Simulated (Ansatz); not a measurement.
**Run report: H$_{17}$O$_{8}$F, molecular dynamics (part 2 of 2)**

H$_{17}$O$_{8}$F (disordered cell, 26 atoms in the cell); DFT PBEsol, scalar-relativistic, plane waves, PAW, no spin polarisation (Ansatz 0.2.0); cutoff 420 eV, 1×1×1 k-mesh, Fermi–Dirac smearing of 0.05 eV. It belongs to a series of runs on one base structure; here: dynamics from the start.

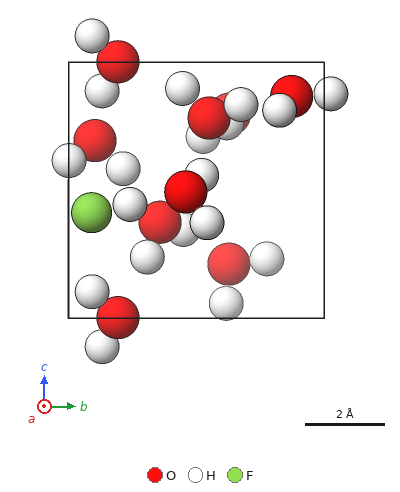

Fig. 1: The geometry at step 73 of the log (spheres-only view of the cell of the calculation, along the a axis).

Output, continued:
```
md step    63: t =    31.50 fs  T =   174.5 K  F+E_penalty+E_count = -5557.20615369 eV  E_kin = 0.586528 eV  (5 SCF iters)
md step    64: t =    32.00 fs  T =   174.2 K  F+E_penalty+E_count = -5557.20003183 eV  E_kin = 0.585451 eV  (5 SCF iters)
md step    65: t =    32.50 fs  T =   171.2 K  F+E_penalty+E_count = -5557.20864751 eV  E_kin = 0.575298 eV  (5 SCF iters)
md step    66: t =    33.00 fs  T =   170.9 K  F+E_penalty+E_count = -5557.22753831 eV  E_kin = 0.574254 eV  (5 SCF iters)
md step    67: t =    33.50 fs  T =   181.1 K  F+E_penalty+E_count = -5557.25504829 eV  E_kin = 0.608795 eV  (5 SCF iters)
md step    68: t =    34.00 fs  T =   197.7 K  F+E_penalty+E_count = -5557.28662854 eV  E_kin = 0.664471 eV  (5 SCF iters)
md step    69: t =    34.50 fs  T =   203.8 K  F+E_penalty+E_count = -5557.31505258 eV  E_kin = 0.684845 eV  (6 SCF iters)
md step    70: t =    35.00 fs  T =   214.7 K  F+E_penalty+E_count = -5557.33532132 eV  E_kin = 0.721629 eV  (7 SCF iters)
md step    71: t =    35.50 fs  T =   200.3 K  F+E_penalty+E_count = -5557.34439534 eV  E_kin = 0.673050 eV  (6 SCF iters)
md step    72: t =    36.00 fs  T =   213.4 K  F+E_penalty+E_count = -5557.34295728 eV  E_kin = 0.717045 eV  (5 SCF iters)
md step    73: t =    36.50 fs  T =   211.9 K  F+E_penalty+E_count = -5557.32896106 eV  E_kin = 0.712177 eV  (5 SCF iters)
md step    74: t =    37.00 fs  T =   208.5 K  F+E_penalty+E_count = -5557.30532605 eV  E_kin = 0.700840 eV  (5 SCF iters)
md step    75: t =    37.50 fs  T =   200.6 K  F+E_penalty+E_count = -5557.28282535 eV  E_kin = 0.674062 eV  (5 SCF iters)
md step    76: t =    38.00 fs  T =   206.5 K  F+E_penalty+E_count = -5557.27207284 eV  E_kin = 0.694030 eV  (5 SCF iters)
md step    77: t =    38.50 fs  T =   205.2 K  F+E_penalty+E_count = -5557.27885591 eV  E_kin = 0.689757
[...]
SCF iter   3: F=—  HF=-5557.228557 eV  |F-HF|=—  |Δ(HF+E_count)|=   4.11e-6  Δρ=3.15e-4  dr2=9.71e-5  ethr=6.50e-7  ⟨swp⟩=2.0  Hψ=84  notcnv=0
SCF iter   4: F=—  HF=-5557.228507 eV  |F-HF|=—  |Δ(HF+E_count)|=   5.05e-5  Δρ=4.50e-5  dr2=5.16e-6  ethr=1.35e-7  ⟨swp⟩=3.0  Hψ=97  notcnv=0
SCF iter   5: F=—  HF=-5557.228505 eV  |F-HF|=—  |Δ(HF+E_count)|=   1.37e-6  Δρ=2.96e-5  dr2=1.87e-6  ethr=7.16e-9  ⟨swp⟩=2.0  Hψ=92  notcnv=0
SCF iter   6: F=—  HF=-5557.228505 eV  |F-HF|=—  |Δ(HF+E_count)|=   8.45e-8  Δρ=6.36e-6  dr2=8.90e-8  ethr=2.60e-9  ⟨swp⟩=2.0  Hψ=91  notcnv=0
SCF iter   7: F=-5557.228505 eV  HF=-5557.228505 eV  |F-HF|=1.50e-8  |Δ(HF+E_count)|=   7.64e-8  Δρ=3.42e-6  dr2=2.37e-8  ethr=3.61e-11  ⟨swp⟩=5.0  Hψ=182  notcnv=0
SCF 301 converged in 7 iterations: F = -5557.228505 eV  dr2 = 2.37e-8
md step   300: t =   150.00 fs  T =   249.9 K  F+E_penalty+E_count = -5557.22850541 eV  E_kin = 0.839713 eV  (7 SCF iters)
```

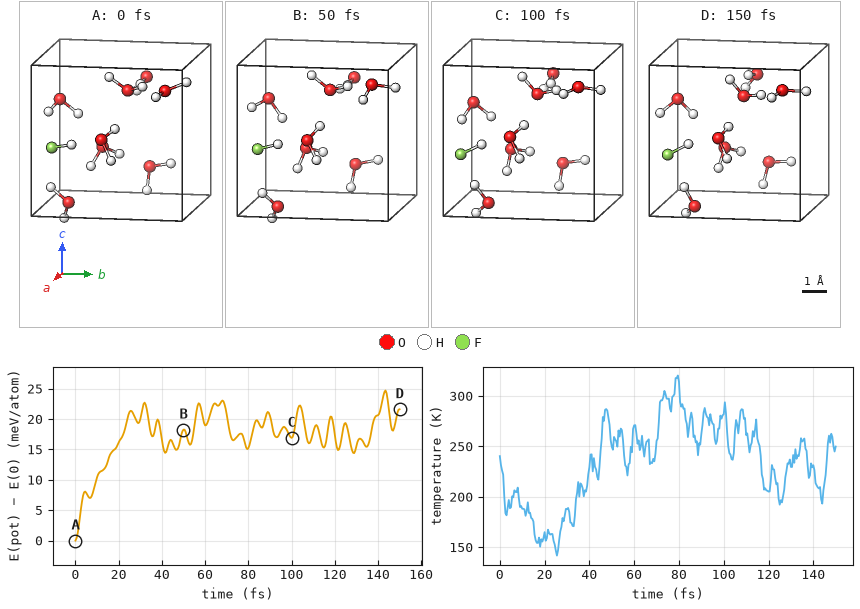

Fig. 2: Frames of the molecular dynamics (ball-and-stick, simulation cell, seen slightly off an axis) above the curves, on which the letters mark them. The trajectory kept here has 301 frames over 150 fs. The temperature starts at 240 K, ranges from 142 to 320 K and averages 252 K over the second half. The potential energy ends 21.6 meV/atom above its first value. With the common drift removed, the root-mean-square displacement is 0.43 Å, and H5 has moved furthest (1.14 Å).

```
SCF converged after 7 iterations
Free energy (F): -5557.228505 eV
Harris-Foulkes:  -5557.228505 eV  (|F-HF|=1.50e-8)
Internal energy: -5557.228505 eV  (E = F + TS)
E sigma→0 (E₀):  -5557.228505 eV
Fermi energy:    -0.505890 eV
--- Per-component energies (eV) ---
  E_band       = -723.722156
  E_kinetic    = 1835.688852
  E_local      = -6324.801087  (includes V_loc(G=0)·N_el)
  E_nonlocal   = 491.035979
  E_hartree    = 2337.631301
  E_xc         = -802.283444
  E_vxc        = -1031.712483  (∫ρ·V_xc dr)
  E_paw        = -1427.010863  (= ΣΔE_a)
  E_vpaw       = -369.197133  (= ΣTr[D̂ρ^β])
  E_aug_tail   = 0.002735  (compensation charges beyond the density's cutoff)
  E_ewald      = -1667.816724
  E_core_change = 0.324746  (= ΣΔE_core)
  E_smearing   = -0.000000  (= −TS)
  E_closure    = -0.000000  (closes the sum)
  Σ components = -5557.228505   (vs F -5557.228505, Δ=0.00e0)
--- Forces (eV/Å), atoms counted from 1 ---
  atom   1  O     -0.60136766     1.30206315     0.00377632
  atom   2  H     -0.09971891     0.19451133    -0.17375296
  atom   3  H      0.56455919    -1.65856928     0.12388834
  atom   4  O      0.68631100     1.28425381     0.07300457
  atom   5  H      0.10589256    -0.48154802     0.36580198
  atom   6  H     -0.96024492    -0.92162328    -0.69100346
  atom   7  O      0.14964674    -0.15756452     0.45565268
  atom   8  H     -0.11618820     0.41473386     0.04969161
  atom   9  H      0.02608410    -0.12020272    -1.00511801
  atom  10  O     -0.49314063    -2.24294119     1.83448409
  atom  11  H     -0.13108146     0.39952828     0.29881092
  atom  12  H      0.45070750     1.12315163    -1.59518326
  atom  13  O      1.26371939    -1.93908891    -0.04856809
  atom  14  H     -0.29492131     0.92740670    -0.87066293
  atom  15  H     -0.96303594     1.19992132     0.90549346
  atom  16  O      0.38869978     0.24461027     0.80023299
  atom  17  H     -0.03383491     0.22540771    -0.02304952
  atom  18  H     -0.13144857    -0.34185875    -0.17900368
  atom  19  O     -0.09789323    -0.17470294     0.08424335
  atom  20  H      0.45668708    -0.11032868    -0.09611971
  atom  21  H     -0.21199582     0.10768342    -0.02514122
  atom  22  O     -1.42120178     0.23579799     0.56061180
  atom  23  H      0.90264246    -0.14844405    -0.75185404
  atom  24  H      0.32471595     0.28082802     0.14923309
  atom  25  F     -0.11051580     0.32228397     0.25165958
  atom  26  H      0.34692535     0.03469264    -0.49712367
  max |Σ_I F_I| component: 4.24e-6 eV/Å
--- MD trajectory: 300 steps, t = 0.0 → 150.0 fs ---
  final state: T = 249.9 K   F+E_penalty+E_count = -5557.22850541 eV   E_kin = 0.839713 eV
```

Trajectory as extended XYZ (Å, eV, eV/Å), 4 of the 301 frames kept, from step=0 to step=300:
```
26
Lattice="6.4951 0.0000 0.0000 0.0000 6.4951 0.0000 0.0000 0.0000 6.4951" Properties=species:S:1:pos:R:3:forces:R:3 step=0 time_fs=0.0 energy=-5557.79065 temperature=240.4
O    -0.7280    5.6216    5.4455    0.0178   0.4793   0.2132
H     0.2314    5.4084    5.3405   -0.0569  -0.0296  -0.0233
H    -0.8484    6.5246    5.8274    0.0396  -0.3725  -0.1357
O     4.1813    1.1621    0.2390   -0.2084  -0.5490   0.0072
H     4.2423    0.4118    0.8771    0.1544   0.5058  -0.2772
H     3.5891    0.8634   -0.5436    0.1426   0.1832   0.0924
O     0.9571    4.0552    1.3186   -0.0064  -0.0268   0.0114
H     1.1149    4.9956    1.5061   -0.0545   0.0014   0.0173
H     1.0659    3.9544    0.3086   -0.0151   0.0046   0.0645
O     6.1436    2.9469    3.3243   -0.0742  -0.0625  -0.0886
H     5.3083    3.3710    3.6555   -0.0346  -0.0420   0.1054
H     6.4575    3.4234    2.4892   -0.0584  -0.1423   0.1433
O     2.9986    0.5678    4.4561    0.2087   0.0200  -0.1382
H     2.7842    1.3160    3.8214    0.0355  -0.0839   0.0602
H     3.8320    0.2346    4.0505   -0.1141   0.0260   0.0237
O     4.0801    3.6995    5.1160    0.5522  -0.3398   0.4516
H     4.7030    4.4484    5.4066   -0.2554  -0.0703  -0.2047
H     4.3168    2.9414    5.7100   -0.2774   0.3309  -0.2810
O     2.8594    2.3792    2.4464    0.0375  -0.0679  -0.1354
H     2.1902    2.9843    2.0399    0.0261  -0.0194   0.0177
H     3.3303    1.9669    1.6781   -0.1101   0.1714   0.0830
O     1.4217    4.0066    5.2580    0.0328   0.0335   0.0318
H     2.4135    3.9249    5.1100   -0.0799  -0.0168  -0.0135
H     0.9364    3.4949    4.5645    0.0399  -0.0204   0.0356
F     5.3138    0.6554    2.7729    0.0385   0.1088  -0.0021
H     5.6698    1.5731    2.9879    0.0197  -0.0219  -0.0585
26
Lattice="6.4951 0.0000 0.0000 0.0000 6.4951 0.0000 0.0000 0.0000 6.4951" Properties=species:S:1:pos:R:3:forces:R:3 step=100 time_fs=50.0 energy=-5557.31562 temperature=249.7
O    -0.8187    5.6543    5.6588   -1.4506   1.5759   0.4080
H    -0.0611    5.4251    5.1279    1.4682  -0.4343  -0.5839
H    -0.9802    6.6445    5.5303    0.1924  -1.3160   0.1242
O     4.3141    1.3438    0.0345    0.3101   1.2404   0.2211
H     4.7486    0.7626    0.6734   -0.1013  -0.5376   0.4373
H     3.6426    0.9710   -0.5930   -0.3844  -0.5362  -0.4083
O     1.1520    4.0949    1.4052   -0.2550  -0.5467   0.1821
H     0.9522    5.0311    1.5835    0.1862  -0.1144  -0.4858
H     1.2820    3.9228    0.4229   -0.3892   0.7609   0.0300
O     5.9240    2.9193    3.2101   -0.9715  -0.6818   1.8136
H     5.0937    3.3074    3.6981    0.8421  -0.2686  -0.5550
H     6.2734    3.3835    2.4376    0.2294   0.7236  -0.7824
O     2.9418    0.6914    4.4297    0.2806  -0.4650  -0.2080
H     2.8969    1.2696    3.5994   -0.1343   0.3673   0.2558
H     3.6722    0.0998    4.1550   -0.1750  -0.0844  -0.0134
O     4.0973    3.5584    5.0866   -0.0229   0.4300  -0.3472
H     4.5827    4.4040    5.3541    0.0136  -0.5734   0.3302
H     4.2623    2.7949    5.7208    0.2233   0.6882  -0.1583
O     2.9581    2.3117    2.3540    1.1534  -1.0643   0.3537
H     2.2556    2.9017    2.0821   -0.8769   1.0097  -0.5096
H     3.4724    2.0358    1.5549   -0.3803   0.1282   0.1343
O     1.3986    4.0867    5.1759    1.0284  -0.7367  -0.4946
H     2.4208    3.9944    5.0193   -1.2576  -0.1133   0.1970
H     0.9762    3.3936    4.5938    0.2907   0.5809   0.4066
F     5.2581    0.6530    2.6459   -0.0671  -0.5857  -0.2010
H     5.5331    1.5753    2.9329    0.2477   0.5532  -0.1465
26
Lattice="6.4951 0.0000 0.0000 0.0000 6.4951 0.0000 0.0000 0.0000 6.4951" Properties=species:S:1:pos:R:3:forces:R:3 step=200 time_fs=100.0 energy=-5557.35096 temperature=282.0
O    -0.8196    5.6327    5.5895   -1.6564   0.8772   0.3696
H    -0.0166    5.1444    5.4170    1.5066  -0.1687  -0.3998
H    -0.7452    6.6131    5.5084    0.4385  -0.7782  -0.0449
O     4.6556    1.5660    0.3019   -0.0332  -0.6456   0.3045
H     5.0041    1.0377    1.1177   -0.2535   0.4426  -0.7576
H     4.1241    0.9334   -0.2382   -0.1193   0.1992  -0.0127
O     0.8351    4.0509    1.4333   -0.0958  -0.2898   0.5350
H     0.8316    5.0091    1.5943   -0.0666  -0.0011  -0.1238
H     0.8889    3.8982    0.4525    0.0864   0.0356  -0.1128
O     5.9946    2.7466    3.4029   -0.4400  -0.2516  -0.8804
H     5.1383    3.1922    3.7805    0.3639  -0.4911   0.3044
H     6.2344    3.2065    2.5321    0.1949  -0.0322   0.4902
O     3.0756    0.6205    4.3218    0.9784  -0.5917  -0.8592
H     2.7502    1.3219    3.6823    0.2582  -0.2089   0.3286
H     3.7784    0.2522    3.6932   -0.8463   0.2841   1.1116
O     4.1377    3.5824    4.9564   -0.7208   0.1964  -0.3403
H     4.5099    4.4675    5.2114    0.2090   0.0670   0.2994
H     4.2658    2.9535    5.7053    0.3188   0.0765   0.0290
O     2.9647    2.2310    2.3469   -0.3647   0.8936  -1.0701
H     2.2647    2.9018    2.1403    0.2021  -0.1465  -0.0488
H     3.4780    2.1395    1.4837   -0.2988  -0.1572   0.6269
O     1.2640    3.7160    5.3516    0.6026   0.5954   0.3889
H     2.2054    3.7930    5.0880    0.6452   0.2525   0.3844
H     0.9218    3.2305    4.6010   -1.2596  -0.7569  -0.7726
F     5.4311    0.5178    2.4918    0.1523   0.5684   0.4755
H     5.6314    1.4563    2.9767    0.1981   0.0310  -0.2250
26
Lattice="6.4951 0.0000 0.0000 0.0000 6.4951 0.0000 0.0000 0.0000 6.4951" Properties=species:S:1:pos:R:3:forces:R:3 step=300 time_fs=150.0 energy=-5557.22851 temperature=249.9
O    -0.6573    5.4761    5.4649   -0.6014   1.3021   0.0038
H     0.2708    5.1902    5.3014   -0.0997   0.1945  -0.1738
H    -0.7768    6.4857    5.4353    0.5646  -1.6586   0.1239
O     4.7392    1.4900    0.1611    0.6863   1.2843   0.0730
H     5.0083    1.0902    1.0154    0.1059  -0.4815   0.3658
H     4.0511    0.9837   -0.2651   -0.9602  -0.9216  -0.6910
O     0.5924    3.9037    1.4281    0.1496  -0.1576   0.4557
H     0.5925    4.8673    1.4792   -0.1162   0.4147   0.0497
H     0.7175    3.6809    0.4833    0.0261  -0.1202  -1.0051
O     5.9398    2.7347    3.3337   -0.4931  -2.2429   1.8345
H     5.0339    3.0022    3.6800   -0.1311   0.3995   0.2988
H     6.1888    3.1580    2.5135    0.4507   1.1232  -1.5952
O     3.2294    0.4732    4.4813    1.2637  -1.9391  -0.0486
H     2.9362    1.0857    3.8001   -0.2949   0.9274  -0.8707
H     3.8052   -0.1802    3.9577   -0.9630   1.1999   0.9055
O     4.0325    3.4700    4.8437    0.3887   0.2446   0.8002
H     4.5373    4.3139    5.0050   -0.0338   0.2254  -0.0230
H     4.4060    2.9449    5.6016   -0.1314  -0.3419  -0.1790
O     2.7206    2.3991    2.3640   -0.0979  -0.1747   0.0842
H     1.9422    2.9524    2.0827    0.4567  -0.1103  -0.0961
H     3.2886    2.2431    1.5824   -0.2120   0.1077  -0.0251
O     1.2903    3.5244    5.3076   -1.4212   0.2358   0.5606
H     2.2263    3.3290    5.4268    0.9026  -0.1484  -0.7519
H     0.8426    2.9458    4.6399    0.3247   0.2808   0.1492
F     5.5486    0.4806    2.4866   -0.1105   0.3223   0.2517
H     5.6770    1.3957    2.9920    0.3469   0.0347  -0.4971
```

Key numbers:

| quantity | value |
| --- | --- |
| outcome | finished |
| mean temperature over the second half | 252 K |
| trajectory | 300 steps, 150 fs |
| ensemble | nvt_langevin |
| temperature in the input | 250.0 K |
| time step | 0.5 fs |
| electrons treated | 72 |
| potential energy (free energy of the electrons) (last step) | −5557.2285 eV |
| Fermi energy (last step) | −0.506 eV |
| largest force (length of the vector) (last step) | 2.939 eV/Å |
| hardware | 1 thread of Arm Neoverse V2, 24 GiB of memory available, shared host |
| wall time | 5.5 min |
| peak memory | 0.35 GiB |

Remarks:

The input asks for low accuracy. The k-point mesh is coarse for a cell of this size, so the results may not be converged. So short a trajectory is not equilibrated. The logged temperature at the start can lie below the typed one, since it is counted over all degrees of freedom.
